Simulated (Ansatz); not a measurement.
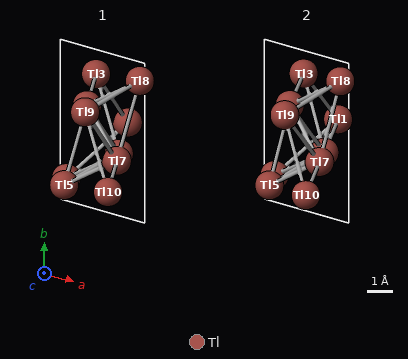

Two geometries of a slab of composition Tl (cut from the P6_3/mmc phase), drawn at one scale. One is the start of a relaxation, the other its converged end. The picture is a ball-and-stick view of the cell of the calculation, outlined in the plane, without the vacuum, seen along the c axis.

All numbers below come from DFT PBEsol, scalar-relativistic, plane waves, PAW in Ansatz 0.2.0. Set-up: plane-wave cutoff 420 eV; k-point mesh 10 × 6 × 1; occupations gaussian; smearing width 0.1 eV; no spin polarisation; dipole correction; atoms relaxed in a fixed cell; force threshold 0.02 eV/Å; at most 60 steps.

Question: Which of the two is the end point?

Answer: Structure 2 is the relaxed one. Case: (1 0 1) slab, atoms relaxed. The slab is the (1 0 1) face of Tl. Over 6 geometry steps the energy falls by 26.3 meV per cell of the calculation. Largest force component: 0.074 eV/Å at the start, 0.0049 eV/Å at the end. The largest moves relative to the layer's centre, 0.30 Å, are those of Tl atoms. The cell doesn't change. Among the contacts that change: Tl–Tl 3.526 → 3.385 Å, Tl–Tl 3.526 → 3.434 Å, Tl–Tl 3.355 → 3.426 Å, Tl–Tl 3.526 → 3.457 Å. The run took 17 min on 1 thread of Intel(R) Xeon(R) Platinum 8488C (Sapphire Rapids), with other jobs on the host, peak memory 1.3 GiB.
